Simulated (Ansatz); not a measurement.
# Zn3N: what the fields show

```
CELL_PARAMETERS angstrom
3.48068 0.00000 0.00000
0.00000 3.48068 0.00000
0.00000 0.00000 8.37243
ATOMIC_POSITIONS crystal
Zn 0.00000 0.00000 0.50000
Zn 0.50000 0.50000 0.00000
Zn 0.50000 0.00000 0.25000
Zn 0.00000 0.50000 0.75000
Zn 0.00000 0.50000 0.25000
Zn 0.50000 0.00000 0.75000
N 0.00000 0.00000 0.00000
N 0.50000 0.50000 0.50000
```

Space group I4/mmm; started from the TiAl3 (D0_22)_139 prototype, which need not be the ambient phase; computed without spin polarisation.

Method: Ansatz, DFT PBE, scalar-relativistic, plane waves, PAW.

In a PAW calculation such maps are meaningful between the atoms, not at the nuclei.

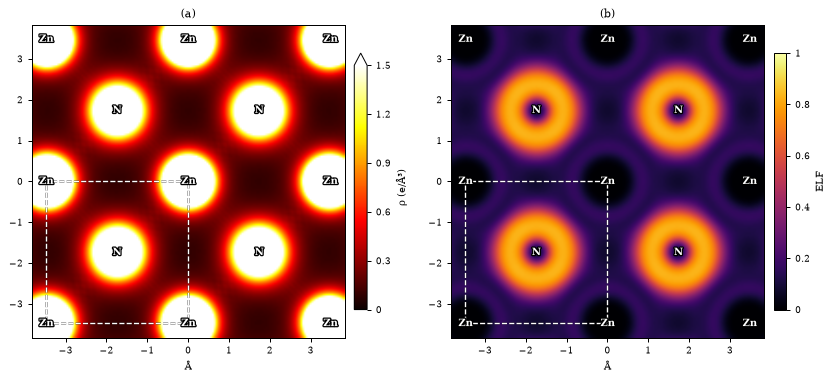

Figure 1. (a) valence pseudo-density; (b) electron localisation function on the (001) plane of the conventional cell.

**What do the fields say about this system?**

- The plane passes through Zn and N nuclei.
- Zn–N (2.46 Å): the density is about 0.26 e/Å³ at the midpoint; the ELF peaks at about 0.85 in the valence shell of N, 0.6 Å from its nucleus, and drops to about 0.15 between the two atoms (no localised pair shows between them).
- Between the atoms the lowest density in this plane is 0.09 e/Å³.

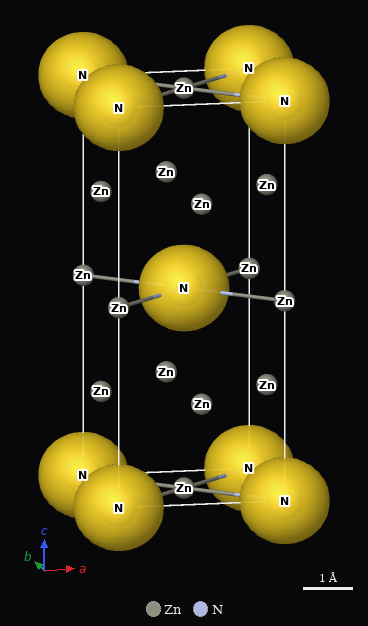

Figure 2. Isosurface of the electron localisation function at 0.65 (yellow), seen slightly off an axis. Only the valence region is drawn (cores and ρ < 0.01 e/Å³ removed). Sticks mark near contacts.

**Identify the bonds, lone pairs and shells in this picture.**

At this value the surface marks out two regions wrapped around N (the valence shell of each), counted in one cell of 8 atoms. Regions shared between cells count once.

**Does the calculation give a band gap?**

It is gapless in this calculation (a metal or semimetal).
